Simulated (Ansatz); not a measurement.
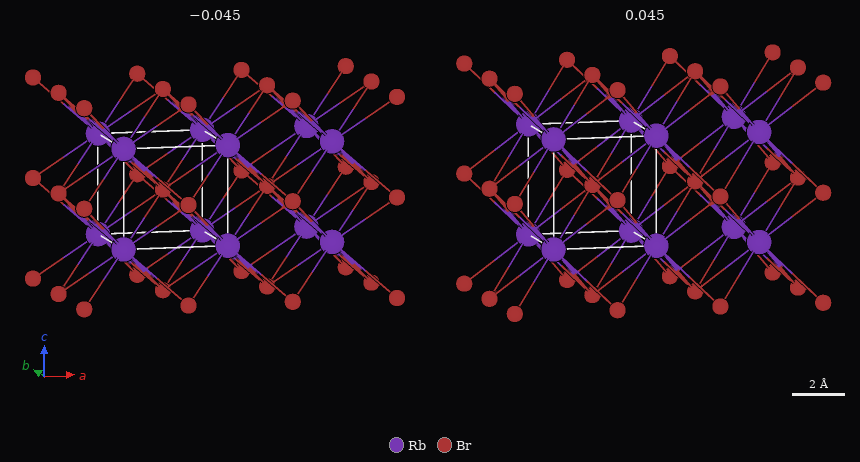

Crystalline RbBr (set up in Pm-3m), under uniaxial strain along c (a, b relaxed, atoms fixed by symmetry), with energies (extrapolated to zero smearing) counted from the relaxed crystal, which is the row at zero. The picture shows the first and the last member. A ball-and-stick model of the cell of the calculation, repeated 2 × 1 × 1 with one cell outlined, seen slightly off an axis.

Computed with Ansatz 0.2.0: DFT r2SCAN, scalar-relativistic, plane waves, PAW. Set-up: plane-wave cutoff 500 eV; k-point mesh 6 × 6 × 6; occupations gaussian; smearing width 0.02 eV; no spin polarisation; force threshold 0.008 eV/Å.

```
strain  energy (meV/atom)  a (Å)  c (Å)  band gap (eV)
−0.045               8.58  4.160  3.940           4.72
 −0.03               3.76  4.149  4.002           4.77
−0.015               0.95  4.138  4.064           4.80
   0.0               0.00  4.126  4.126           4.83
 0.015                  ?      ?      ?              ?
  0.03               3.26  4.110  4.250           4.68
 0.045               7.30  4.102  4.312           4.60
```

**One row is withheld. What does the calculation give there?**

A parabola through three neighbouring rows (−0.015, 0.0, 0.03) gives, with Lagrange weights, (−0.3333)(0.95) + (1.0000)(0.00) + (0.3333)(3.26) = 0.77 meV/atom. The calculation gives 0.80 meV/atom (a = 4.119 Å, c = 4.188 Å). The estimate is 0.03 meV/atom too low. For the gap a parabola through the rows −0.015, 0.0, 0.03 gives 4.79 eV, and the calculation 4.76 eV (semilocal gaps, lower than measured ones as a rule). From the first member to the last: Br–Rb 3.540 → 3.614 Å.

The whole series:

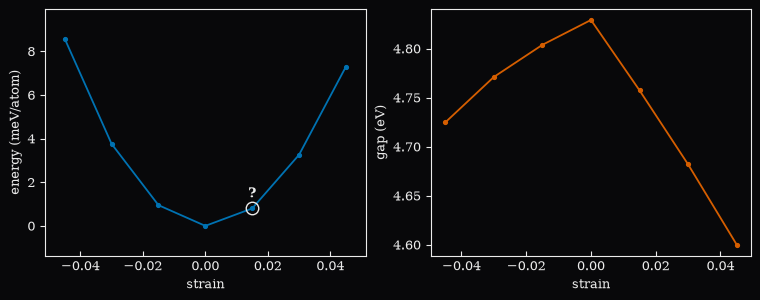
